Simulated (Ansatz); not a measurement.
**MoS$_{2}$: geometry relaxation (part 1 of 2)**

The run: geometry relaxation of MoS$_{2}$ (R3m, 3 atoms in the cell). Method and program: DFT PBE+D3(BJ), scalar-relativistic, plane waves, PAW, no spin polarisation (Ansatz 0.2.0).

The structure derives from an entry of the Crystallography Open Database. Figures and captions count atoms from 1; the log counts them from 0 in places.

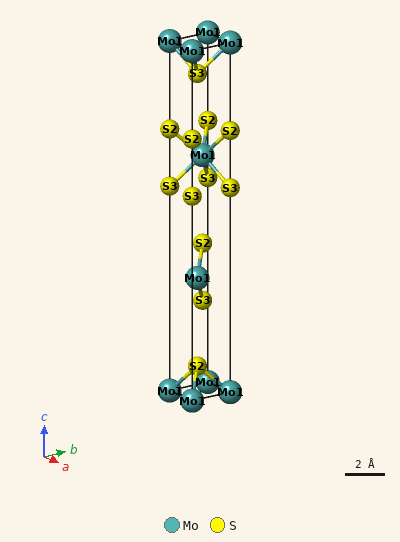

Fig. 1: The structure as given in the input (ball-and-stick view of the cell 3 times as large as that of the calculation, set on its symmetry axes, seen slightly off an axis; atoms are numbered from 1 in the order of the input). An atom can appear more than once, as a periodic image. Near neighbours in the periodic cell (some may lie outside the picture): Mo has 6 S at 2.36 Å; S has 3 Mo at 2.36 Å.

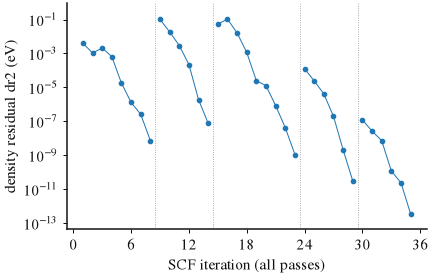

Fig. 2: Convergence of the self-consistent field: density residual dr2 against the SCF iteration. The dotted lines part the SCF passes of the relaxation: geometry steps, rejected trials and re-solves on a re-selected basis. The 5 passes take 6 to 9 iterations each, 35 in all.

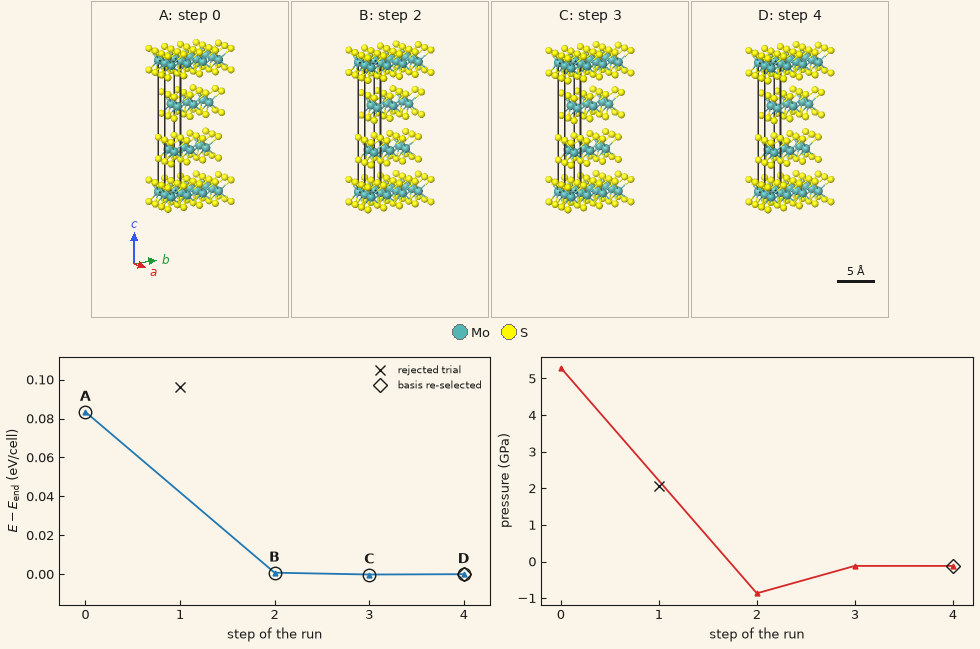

Fig. 3: Frames of the relaxation (ball-and-stick view of the cell 3 times as large as that of the calculation, set on its symmetry axes, repeated 2 × 3 × 1, with bonded neighbours outside it, seen slightly off an axis) above the curves, on which the letters mark them (the first geometry is step 0 here and step 1 in the log).

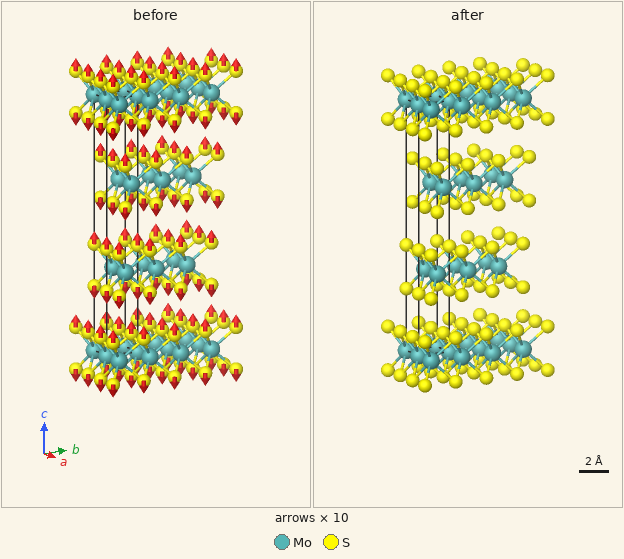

Fig. 4: Before (left) and after (right) the relaxation, at one scale (ball-and-stick view of the cell 3 times as large as that of the calculation, set on its symmetry axes, repeated 2 × 3 × 1, with bonded neighbours outside it, seen slightly off an axis). The red arrows give the displacements (without the part carried along by the change of the cell), magnified 10 times. The largest moves relative to the cell, 0.093 Å, are those of S2 and S3. Mo stays in place. Cell: a = b 3.163 → 3.154 Å (−0.3 %), c 18.370 → 17.997 Å (−2.0 %). Volume −2.6 %. Among the contacts that change: Mo1–S2 2.364 → 2.400 Å. Among the angles that change: S2–Mo1–S3 78.9° → 81.3°. The space group stays R3m (No. 160). Over 3 geometry steps the energy falls by 83.6 meV per cell of the calculation. The largest force component goes from 1.3 to 0.01 eV/Å. The pressure goes from 5.29 to −0.12 GPa. The line search rejected the trial step at point 1 (counted from 0) and went back. A last SCF at the same geometry on a re-selected plane-wave basis shifts the energy by +0.2 meV per cell of the calculation. (Atoms are counted from 1 in the order of the input.)

These pictures come from the run below.

Input file
```yaml
crystal:
  lattice:
    - [1.5815003568, 0.9130796567, 6.12333]
    - [-1.5815003568, 0.9130796567, 6.12333]
    - [0.0, -1.8261593134, 6.12333]
  atoms:
    - { symbol: Mo, position: [0.0, 0.0, 0.0] }
    - { symbol: S, position: [0.7484, 0.7484, 0.7484] }
    - { symbol: S, position: [0.5849, 0.5849, 0.5849] }
basis:
  ecutwfc: 420
kpoints:
  mp_grid: { grid: [6, 6, 6] }
hamiltonian:
  xc: pbe
  dispersion: d3bj
scf:
  occupations: { method: gaussian, width: 0.1 }
output:
  forces: true
  stress: true
  eigenvalues: true
relax:
  adjacent_minimum: "off"
  f_tol: 0.05
  max_steps: 80
  cell: { stress_tol: 0.5 }
```

Run as:
```bash
ansatz run input.yaml --threads 2 --pin off --max-ram 5120MiB --backend cpu --events-out ev --progress --plain --runs-dir out
```

Log
```
basis.fft_grid_basis auto: the FFT boxes are laid along the combinations [[1, 0, -1], [0, 1, -1], [0, 0, 1]] of the cell's own vectors, 3.163, 3.163 and 6.390 Å long. The dense box has 24×24×45 points. Along the cell's own vectors, as sized, it would have 45×45×45, 3.52 times as many. Of the 6 symmetry operations that the crystal satisfies within crystal.symmetry.tolerance (time reversal apart; of a slab, those that keep its plane) the dense box along the cell's own vectors carries 6, and the one as laid loses 4 of those. basis.fft_grid_basis: typed keeps the cell's own vectors: state it where this run's energies or levels are differenced outside the engine with another run's, or held beside a run that keeps those vectors.
Engine: ansatz 0.2.0, x86_64-unknown-linux-gnu
Pseudopotentials: kind: paw
Pseudopotential: Mo, paw, valence charge 14, recommended cutoff 420 eV (normal), Mo.paw.azcp
Pseudopotential: S, paw, valence charge 6, recommended cutoff 420 eV (normal), S.paw.azcp
Functional definition: PBE
  parameter kappa = 0.804
  parameter beta = 0.06672455060314922
  exchange = pbe_x(kappa = kappa, mu = beta*pi^2/3)
  correlation = pbe_c(beta = beta)
Crystal: 3 atoms, lattice volume = 53.054 Å³
Basis set: ecut = 420 eV, 1011 PW (Γ), FFT grids on a1−a3, a2−a3, a3, exchange–correlation on 48×48×90 points (8 copies of the dense FFT grid, shifted against one another)
Bands: 17, of which v1, the nominal top of the filled ones, is band 13 counted from 1 (12 counted from 0)
Symmetry: 6 space group operations
Space group: R3m (ITA 160), of the structure as read, at distance tolerance 3.8e-5 Å
k-points: 32 of 216 (time reversal used)
Non-local potential: Mo, projectors of the file, l = 0: 3, l = 1: 2, l = 2: 2, l = 3: 1
Non-local potential: S, projectors of the file, l = 0: 2, l = 1: 2, l = 2: 2
PAW form: soft (Blöchl's): semilocal exchange-correlation on the pseudo side does not see the compensation charge
PAW one-centre angular grid: Mo, 590 points (default); XC on 64 Gauss nodes
PAW one-centre angular grid: S, 110 points (default); XC on 64 Gauss nodes
Initial density: superposition of atomic densities (neutral atoms: chi_scale 0, normalization atom), corrected by the library's trained network
Initial wavefunctions: pseudopotential atomic-orbital guess
Functional: x = pbe(κ = 0.804, μ = 0.2195149727645171), c = pbe(β = 0.06672455060314922)
SCF iter   1: F=—  HF=-6763.961090 eV  |F-HF|=—  |Δ(HF+E_count)|=         —  Δρ=5.62e-3  dr2=4.06e-3  ethr=1.77e-3  ⟨swp⟩=5.6  Hψ=2897  notcnv=0
preconditioner: auto → none  [insulator: Δε(μ)=0.648 eV  Ē_g=8.383 eV  σ=0.100 eV  W_gap=1.00  n_scr=16 (ndim 8)  ℏωp=21.6 eV  f_vac=0.020  D(μ)=0.00/eV (n_scr^D=0)  ε∞_Penn≈7.7]
SCF iter   2: F=—  HF=-6763.965004 eV  |F-HF|=—  |Δ(HF+E_count)|=   3.91e-3  Δρ=2.91e-3  dr2=1.07e-3  ethr=1.56e-5  ⟨swp⟩=2.0  Hψ=1074  notcnv=0
SCF iter   3: F=—  HF=-6763.967347 eV  |F-HF|=—  |Δ(HF+E_count)|=   2.34e-3  Δρ=1.11e-3  dr2=2.12e-3  ethr=4.12e-6  ⟨swp⟩=2.1  Hψ=823  notcnv=0
SCF iter   4: F=—  HF=-6763.967166 eV  |F-HF|=—  |Δ(HF+E_count)|=   1.82e-4  Δρ=7.51e-4  dr2=6.58e-4  ethr=4.12e-6  ⟨swp⟩=2.0  Hψ=766  notcnv=0
SCF iter   5: F=—  HF=-6763.967089 eV  |F-HF|=—  |Δ(HF+E_count)|=   7.69e-5  Δρ=1.43e-4  dr2=1.80e-5  ethr=2.53e-6  ⟨swp⟩=2.0  Hψ=601  notcnv=0
SCF iter   6: F=—  HF=-6763.967155 eV  |F-HF|=—  |Δ(HF+E_count)|=   6.59e-5  Δρ=6.02e-5  dr2=1.31e-6  ethr=6.93e-8  ⟨swp⟩=2.1  Hψ=744  notcnv=0
SCF iter   7: F=—  HF=-6763.967156 eV  |F-HF|=—  |Δ(HF+E_count)|=   9.32e-7  Δρ=1.61e-5  dr2=2.59e-7  ethr=5.04e-9  ⟨swp⟩=2.0  Hψ=832  notcnv=0
SCF iter   8: F=-6763.967156 eV  HF=-6763.967156 eV  |F-HF|=1.84e-8  |Δ(HF+E_count)|=   8.25e-8  Δρ=4.89e-6  dr2=7.29e-9  ethr=3.85e-10  ⟨swp⟩=5.7  Hψ=2163  notcnv=0
SCF 1 converged in 8 iterations: F = -6763.967156 eV  dr2 = 7.29e-9
  greatest PAW one-centre occupation: 0.998 electrons in one spin orbital (limit 2), on the Mo atom at site 0 (counted from 0), in its partial waves of l = 0
relax step   1: F+E_penalty+E_count = -6763.96715581 eV  Δ(F+E_penalty+E_count) = +0.000e0 eV  max|allowed force component| = 1.302e0 eV/Å  Δτ_max = 0.0000 Å  P = +5.293 GPa  Ω = 53.054 Å³  (8 SCF iters, dr2 threshold 1.00e-7 eV, accepted)
Crystal: 3 atoms, lattice volume = 48.329 Å³
Basis set: ecut = 420 eV, 955 PW (Γ), FFT grids on a1−a3, a2−a3, a3, exchange–correlation on 48×48×90 points (8 copies of the dense FFT grid, shifted against one another)
Initial density: handed on by an earlier stage of this run
Initial wavefunctions: those handed on with the density
iter 1 solved again at ethr=3.96e-4 eV; its pass at ethr=3.10e-3 eV (dr2=1.03e-1 eV) is discarded
SCF iter   1: F=—  HF=-6763.980554 eV  |F-HF|=—  |Δ(HF+E_count)|=         —  Δρ=1.35e-2  dr2=1.04e-1  ethr=3.96e-4  ⟨swp⟩=1.0  Hψ=3304  notcnv=0
preconditioner: auto → none  [insulator: Δε(μ)=0.560 eV  Ē_g=8.318 eV  σ=0.100 eV  W_gap=1.00  n_scr=10 (ndim 8)  ℏωp=22.7 eV  f_vac=0.000  D(μ)=0.00/eV (n_scr^D=0)  ε∞_Penn≈8.4]
SCF iter   2: F=—  HF=-6763.956648 eV  |F-HF|=—  |Δ(HF+E_count)|=   2.39e-2  Δρ=6.06e-3  dr2=1.87e-2  ethr=3.96e-4  ⟨swp⟩=2.0  Hψ=896  notcnv=0
SCF iter   3: F=—  HF=-6763.954245 eV  |F-HF|=—  |Δ(HF+E_count)|=   2.40e-3  Δρ=3.18e-3  dr2=2.93e-3  ethr=7.20e-5  ⟨swp⟩=2.2  Hψ=744  notcnv=0
SCF iter   4: F=—  HF=-6763.954156 eV  |F-HF|=—  |Δ(HF+E_count)|=   8.91e-5  Δρ=5.83e-4  dr2=2.24e-4  ethr=1.13e-5  ⟨swp⟩=1.9  Hψ=811  notcnv=0
SCF iter   5: F=—  HF=-6763.954136 eV  |F-HF|=—  |Δ(HF+E_count)|=   1.99e-5  Δρ=5.84e-5  dr2=1.90e-6  ethr=8.60e-7  ⟨swp⟩=1.8  Hψ=661  notcnv=0
SCF iter   6: F=-6763.954136 eV  HF=-6763.954136 eV  |F-HF|=1.00e-8  |Δ(HF+E_count)|=   2.26e-7  Δρ=1.79e-5  dr2=7.68e-8  ethr=1.15e-9  ⟨swp⟩=6.9  Hψ=2741  notcnv=0
SCF 2 converged in 6 iterations: F = -6763.954136 eV  dr2 = 7.68e-8
relax step   2: F+E_penalty+E_count = -6763.95413648 eV  Δ(F+E_penalty+E_count) = +1.302e-2 eV  max|allowed force component| = 8.201e-1 eV/Å  Δτ_max = 0.1861 Å  P = +2.075 GPa  Ω = 48.329 Å³  energy of the carried Pulay correction = +5.978e-4 eV  (6 SCF iters, dr2 threshold 3.00e-7 eV, rejected (line search))
Crystal: 3 atoms, lattice volume = 51.970 Å³
Basis set: ecut = 420 eV, 999 PW (Γ), FFT grids on a1−a3, a2−a3, a3, exchange–correlation on 48×48×90 points (8 copies of the dense FFT grid, shifted against one another)
iter 1 solved again at ethr=2.04e-4 eV; its pass at ethr=3.10e-3 eV (dr2=5.30e-2 eV) is discarded
```
